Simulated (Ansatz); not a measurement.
**doublet C3H6O+ at 4 levels**

We compute a comparison of 4 runs (U-r2SCAN0/cc-pVDZ, UPBE0/cc-pVDZ, USVWN5/cc-pVDZ, UMP2/cc-pVDZ) of doublet C3H6O+. 

Program for the calculation: Ansatz 0.2.0.

48 further runs of the same task are left out: 48 set aside as unsound or not needed.

### Step 1. Starting point

The species is C3H6O+ (10 atoms), meant as a doublet with charge +1. As SMILES of the parent species, `CC(C)=O`. The coordinates come from a PBE0-D4/def2-TZVP relaxation. That shape belongs to the parent species and isn't relaxed for this state.

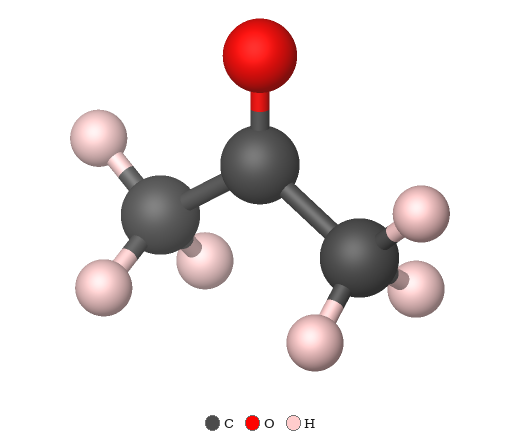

The structure, seen from a chosen angle (carbon dark grey, oxygen red, hydrogen pink).

### Step 2. A single-point energy at U-r2SCAN0/cc-pVDZ (run 1)

File molecule.yaml:

```yaml
crystal:
  periodic: [false, false, false]
  atoms:
    - {symbol: C, position_ang: [-0.763500, 0.843700, -0.605500]}
    - {symbol: C, position_ang: [0.498000, 0.046700, -0.400600]}
    - {symbol: C, position_ang: [0.525100, -0.866200, 0.797100]}
    - {symbol: O, position_ang: [1.435000, 0.134800, -1.154100]}
    - {symbol: H, position_ang: [-1.637300, 0.186500, -0.611300]}
    - {symbol: H, position_ang: [-0.898500, 1.540800, 0.227000]}
    - {symbol: H, position_ang: [-0.707800, 1.399400, -1.539600]}
    - {symbol: H, position_ang: [-0.233900, -1.646100, 0.683600]}
    - {symbol: H, position_ang: [1.506700, -1.325600, 0.895800]}
    - {symbol: H, position_ang: [0.276100, -0.314000, 1.707400]}
basis:
  gaussian:
    orbitals: cc-pVDZ
hamiltonian:
  xc: {name: r2SCAN0}
output:
  orbitals: {seedname: orbitals}
total_charge: 1
magnetization:
  spin_polarized: true
  initial_magnetization: 1
accuracy: high
```

Started as:

```bash
ansatz run molecule.yaml --threads 1 --pin off --max-ram 3480MiB --events-out events.jsonl --progress --plain --runs-dir runs
```

Standard output:

```text
Warning: RAYON_NUM_THREADS=1 ignored (pool sized by the plan → 1); use --threads N
Functional definition: r2SCAN0
  name "r2SCAN0"
  parameter a = 0.25
  parameter k0 = 0.174
  parameter k1 = 0.065
  parameter a1 = 4.9479
  exchange = (1 - a)*r2scan_x(k0 = k0, k1 = k1, a1 = a1) + a*exact_x
  correlation = r2scan_c
2093 factors; integrals over basis functions are off by at most 3.5e-9 eV
mean field evaluation 1: about -5236.6753 eV, gradient 3.7e1 eV
mean field evaluation 2: about -5238.7373 eV, gradient 3.1e1 eV
mean field evaluation 4: about -5242.9443 eV, gradient 2.8e0 eV
mean field evaluation 8: about -5243.2351 eV, gradient 2.3e-1 eV
mean field evaluation 16: about -5243.2357 eV, gradient 2.0e-3 eV
mean field evaluation 32: about -5243.2357 eV, gradient 3.6e-8 eV
mean field -5243.23570235 eV, -192.6853580685 hartree, gradient 3.6e-8 eV, S^2 0.760624; 0 other end points of the search recorded, 0 dependent functions left out
reference -5243.23570352 eV, -192.6853581114 hartree; 16, 15 occupied and 70, 71 virtual orbitals, 2093 factors
Total energy: -5243.23570352 eV, -192.6853581114 hartree
```

Run time: 25 s. Hardware: 1 thread of Arm Neoverse V2, shared host; peak memory 0.5 GiB.

### Step 3. The energy at UPBE0/cc-pVDZ (run 2)

File run.yaml:

```yaml
crystal:
  periodic: [false, false, false]
  atoms:
    - {symbol: C, position_ang: [-0.763500, 0.843700, -0.605500]}
    - {symbol: C, position_ang: [0.498000, 0.046700, -0.400600]}
    - {symbol: C, position_ang: [0.525100, -0.866200, 0.797100]}
    - {symbol: O, position_ang: [1.435000, 0.134800, -1.154100]}
    - {symbol: H, position_ang: [-1.637300, 0.186500, -0.611300]}
    - {symbol: H, position_ang: [-0.898500, 1.540800, 0.227000]}
    - {symbol: H, position_ang: [-0.707800, 1.399400, -1.539600]}
    - {symbol: H, position_ang: [-0.233900, -1.646100, 0.683600]}
    - {symbol: H, position_ang: [1.506700, -1.325600, 0.895800]}
    - {symbol: H, position_ang: [0.276100, -0.314000, 1.707400]}
basis:
  gaussian:
    orbitals: cc-pVDZ
output: {orbitals: {seedname: orbitals}}
hamiltonian:
  xc: pbe0
total_charge: 1
accuracy: high
magnetization:
  spin_polarized: true
  initial_magnetization: 1
```

Started as:

```bash
ansatz run run.yaml --threads 1 --pin off --max-ram 3480MiB --events-out events.jsonl --progress --plain --runs-dir runs
```

Standard output:

```text
Warning: RAYON_NUM_THREADS=1 ignored (pool sized by the plan → 1); use --threads N
Functional definition: PBE0
  name "PBE0"
  parameter a = 0.25
  parameter kappa = 0.804
  parameter beta = 0.06672455060314922
  exchange = (1 - a)*pbe_x(kappa = kappa, mu = beta*pi^2/3) + a*exact_x
  correlation = pbe_c(beta = beta)
2093 factors; integrals over basis functions are off by at most 3.5e-9 eV
mean field evaluation 1: about -5233.4325 eV, gradient 3.9e1 eV
mean field evaluation 2: about -5234.8043 eV, gradient 3.5e1 eV
mean field evaluation 4: about -5240.4212 eV, gradient 3.1e0 eV
mean field evaluation 8: about -5240.7099 eV, gradient 2.4e-1 eV
mean field evaluation 16: about -5240.7104 eV, gradient 2.6e-4 eV
mean field -5240.71036730 eV, -192.5925537174 hartree, gradient 5.1e-8 eV, S^2 0.756831; 0 other end points of the search recorded, 0 dependent functions left out
reference -5240.71036952 eV, -192.5925537988 hartree; 16, 15 occupied and 70, 71 virtual orbitals, 2093 factors
Total energy: -5240.71036952 eV, -192.5925537988 hartree
```

Wall time 12 s (1 thread of Arm Neoverse V2, shared host); peak memory 0.38 GiB.

### Step 4. A single-point energy at USVWN5/cc-pVDZ (run 3)

File input.yaml:

```yaml
crystal:
  periodic: [false, false, false]
  atoms:
    - {symbol: C, position_ang: [-0.763500, 0.843700, -0.605500]}
    - {symbol: C, position_ang: [0.498000, 0.046700, -0.400600]}
    - {symbol: C, position_ang: [0.525100, -0.866200, 0.797100]}
    - {symbol: O, position_ang: [1.435000, 0.134800, -1.154100]}
    - {symbol: H, position_ang: [-1.637300, 0.186500, -0.611300]}
    - {symbol: H, position_ang: [-0.898500, 1.540800, 0.227000]}
    - {symbol: H, position_ang: [-0.707800, 1.399400, -1.539600]}
    - {symbol: H, position_ang: [-0.233900, -1.646100, 0.683600]}
    - {symbol: H, position_ang: [1.506700, -1.325600, 0.895800]}
    - {symbol: H, position_ang: [0.276100, -0.314000, 1.707400]}
basis:
  gaussian:
    orbitals: cc-pVDZ
total_charge: 1
magnetization:
  spin_polarized: true
  initial_magnetization: 1
hamiltonian:
  xc: {name: SVWN5}
accuracy: high
output: {orbitals: {seedname: orbitals}}
```

Started as:

```bash
ansatz run input.yaml --threads 1 --pin off --max-ram 3480MiB --events-out events.jsonl --progress --plain --runs-dir runs
```

Standard output:

```text
Warning: RAYON_NUM_THREADS=1 ignored (pool sized by the plan → 1); use --threads N
Functional definition: SVWN5
  name "SVWN5"
  exchange = slater_x
  correlation = vwn5_c
2093 factors; integrals over basis functions are off by at most 3.5e-9 eV
mean field evaluation 1: about -5188.7269 eV, gradient 5.2e1 eV
mean field evaluation 2: about -5180.5029 eV, gradient 6.2e1 eV
mean field evaluation 4: about -5201.3899 eV, gradient 5.8e0 eV
mean field evaluation 8: about -5201.5258 eV, gradient 1.1e-1 eV
mean field evaluation 16: about -5201.5258 eV, gradient 2.3e-5 eV
mean field -5201.52583675 eV, -191.1525487795 hartree, gradient 4.4e-8 eV, S^2 0.752867; 1 other end points of the search recorded, 0 dependent functions left out
reference -5201.52583958 eV, -191.1525488838 hartree; 16, 15 occupied and 70, 71 virtual orbitals, 2093 factors
Total energy: -5201.52583958 eV, -191.1525488838 hartree
```

Wall time 5.1 s (1 thread of Arm Neoverse V2, shared host); peak memory 0.25 GiB.

### Step 5. The energy at UMP2/cc-pVDZ (run 4)

Edit input.yaml of step 4 so:

```diff
@@ -20,5 +20,5 @@
   initial_magnetization: 1
-hamiltonian:
-  xc: {name: SVWN5}
+correlation:
+  method: mp2
+  frozen_orbitals: {C: 1, H: 0, O: 1}
 accuracy: high
-output: {orbitals: {seedname: orbitals}}
```

Started as:

```bash
ansatz run input.yaml --threads 1 --pin off --max-ram 3480MiB --events-out events.jsonl --progress --plain --runs-dir runs
```

Standard output:

```text
Warning: RAYON_NUM_THREADS=1 ignored (pool sized by the plan → 1); use --threads N
Functional definition: HF
  name "HF"
  exchange = exact_x
  correlation = 0
2093 factors; integrals over basis functions are off by at most 3.5e-9 eV
mean field evaluation 1: about -5210.8039 eV, gradient 2.7e1 eV
mean field evaluation 2: about -5210.9622 eV, gradient 2.7e1 eV
mean field evaluation 4: about -5215.0966 eV, gradient 4.7e0 eV
mean field evaluation 8: about -5215.6848 eV, gradient 4.8e-1 eV
mean field evaluation 16: about -5215.6935 eV, gradient 5.0e-5 eV
mean field -5215.69348834 eV, -191.6732003726 hartree, gradient 3.7e-8 eV, S^2 0.772219; 2 other end points of the search recorded, 0 dependent functions left out
4 core orbitals not correlated: weight in the atoms' cores, before any rotation towards them, 1.000 or more for the frozen orbitals, at most 0.000 for the correlated occupied ones
reference -5215.69348834 eV, -191.6732003726 hartree; 12, 11 occupied and 70, 71 virtual orbitals, 2093 factors
second order -14.77397679 eV of doubles, -0.00000000 eV of singles
Total energy: -5230.46746513 eV, -192.2161340055 hartree
```

It took 3.9 s on 1 thread of Arm Neoverse V2, shared host; peak memory 0.3 GiB.

### Step 6. All runs side by side

```tsv
run	level	frozen core orbitals	energy (Eh)	HOMO energy (eV)	LUMO energy (eV)	⟨S²⟩	wall time
1	U-r2SCAN0/cc-pVDZ	–	-192.685358	-16.82	-11.43	0.761	25 s
2	UPBE0/cc-pVDZ	–	-192.592554	-16.54	-11.82	0.757	12 s
3	USVWN5/cc-pVDZ	–	-191.152549	-14.77	-13.50	0.753	5.1 s
4	UMP2/cc-pVDZ	4	-192.216134	–	–	0.772	3.9 s
```

### Step 7. Results

| quantity | value |
| --- | --- |
| run 4: total energy | -192.21613 Eh |
| run 4: correlation energy (4 core orbitals frozen) | -542.9 mEh |
| run 4: ⟨S²⟩ of the reference determinant | 0.772 |

In words: Totals of different functionals can't be ranked against each other. All runs together took 46 s, the longest 25 s.
